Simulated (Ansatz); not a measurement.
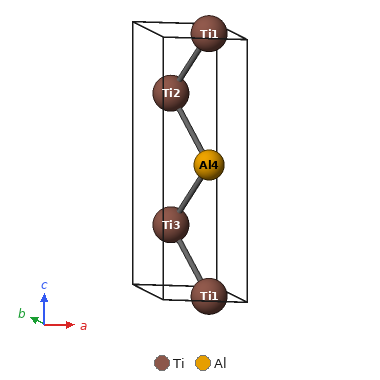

The system is Ti3Al (P-6m2, No. 187; 4 atoms in the cell); the picture shows the reference structure. The energy is mapped over volume and a fixed ferromagnetic moment. First axis: volume per atom. Second axis: total spin moment of the cell, held fixed. Nothing is relaxed (shape and fractional coordinates fixed). The grid has 5 × 7 points. Points are written as (first, second). Energies: meV/atom, counted from the lowest grid point. The moment is held fixed and parallel; antiferromagnetic orders weren't tried. All numbers below come from Ansatz 0.2.0, DFT PBE, scalar-relativistic, plane waves, PAW. Settings: cutoff 520 eV, k-mesh 18×18×6 in the order of the run's cell vectors, gaussian smearing 0.15 eV.

Its coordinates:

```xyz
4
Lattice="2.9297 0.0000 0.0000 -1.4649 2.5372 0.0000 0.0000 0.0000 9.2315" Properties=species:S:1:pos:R:3 pbc="T T T"
Ti    1.4649    0.8457    0.0000
Ti    0.0000    1.6915    6.9279
Ti    0.0000    1.6915    2.3037
Al    1.4649    0.8457    4.6158
```

Range: volume per atom from 14.07 to 20.24 Å³; total spin moment of the cell, held fixed from 0.0 to 3.0 μB.

Question: What landscape does the calculation give?

Answer: The lowest grid point is at (17.16 Å³, 0.0 μB). It lies on the edge of the map, which is a mirror line here (the non-magnetic state). The highest grid point, (14.07 Å³, 3.0 μB), lies 422 meV/atom above the lowest.

```tsv
second ↓, first →	14.07	15.61	17.16	18.70	20.24
3.0	422	201	128	151	236
2.5	373	160	92	120	211
2.0	331	124	62	94	188
1.5	299	96	36	72	170
1.0	276	74	17	55	156
0.5	262	60	4	45	148
0.0	257	55	0	41	145
```

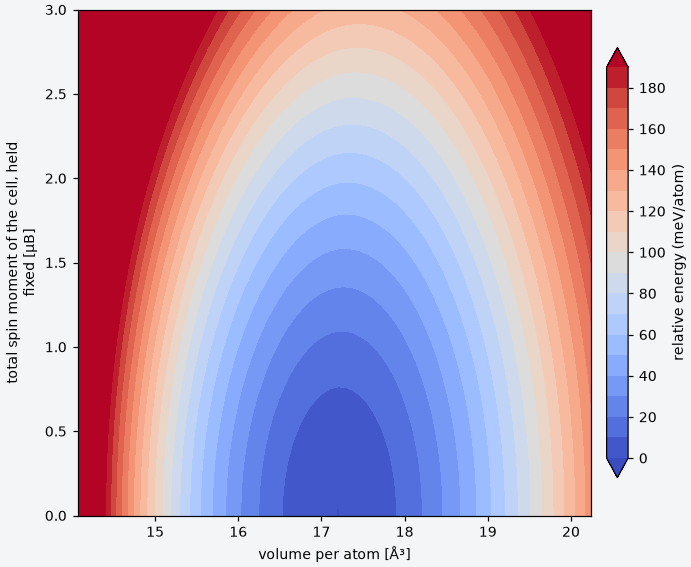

In the figure: filled contours, one colour for all values above the top of the scale. Between grid points the surface is interpolated.

Time for the 35 points that were run: 16 min on 4 threads of Intel(R) Xeon(R) Platinum 8375C CPU @ 2.90GHz (Ice Lake), with other jobs on the host.

PAW datasets: the set soft_1.
